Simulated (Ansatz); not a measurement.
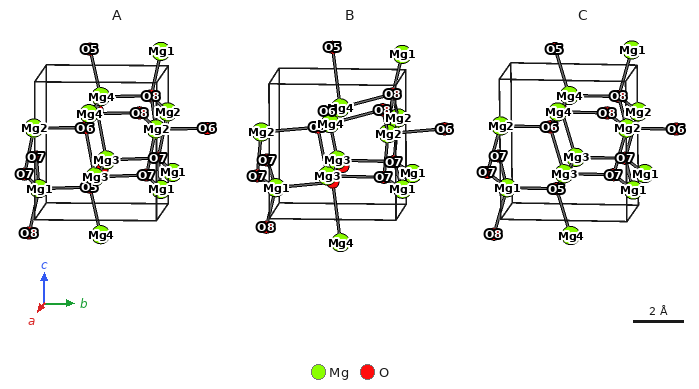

3 geometries from one relaxation of a crystal of MgO (set up in P1) (coarse preliminary run), in shuffled order. The picture is a ball-and-stick view of the cell of the calculation, seen from a free direction.

Method: Ansatz, DFT PBE, scalar-relativistic, plane waves, PAW. Set-up: plane-wave cutoff 420 eV; k-point mesh 4 × 4 × 2; occupations gaussian; smearing width 0.1 eV; no spin polarisation; cell and atoms relaxed; force threshold 0.025 eV/Å; at most 60 steps.

**Put them in the order of the run, from the start to the converged end.**

B, A, C. They are steps 0, 2, 7, at +582 meV per atom, +37.6 meV per atom relative to the last. O5 moves most relative to the cell: 0.47 Å along [−1 −2 −2]. By element the largest moves are O 0.47 Å, Mg 0.39 Å. Cell: a 3.290 → 3.317 Å (+0.8 %), b 5.154 → 5.117 Å (−0.7 %), c 5.534 → 5.740 Å (+3.7 %), α 88.9° → 90.0°, β 89.2° → 90.0°, γ 88.1° → 90.0°. Volume +3.9 %. Near-neighbour distances that change, for instance: Mg4–O5 2.500 → 1.992 Å, Mg2–Mg4 2.750 → 3.195 Å, Mg2–Mg4 (another image) 2.806 → 3.195 Å, Mg1–O5 2.383 → 2.007 Å. Bond angles that change, for instance: Mg3–O5–Mg3 140.4° → 112.7°, O5–Mg3–O5 140.4° → 112.7°, Mg2–O8–Mg4 78.8° → 106.1°. The space group (tolerance 0.01 Å) goes from P1 (No. 1) to P6_3mc (No. 186). The energy falls by 582 meV per atom in 5 accepted moves (7 points after the start). Largest force component: 6.2 eV/Å at the start, 0.00052 eV/Å at the end. The pressure goes from 18.14 to 0.01 GPa. At 2 points the geometry stayed and the basis and grid were re-selected for the new cell (energy shift of 2.1 meV per atom at most each time). The run took 41 s on 1 thread of Arm Neoverse V2, on a shared host, peak memory 0.33 GiB.
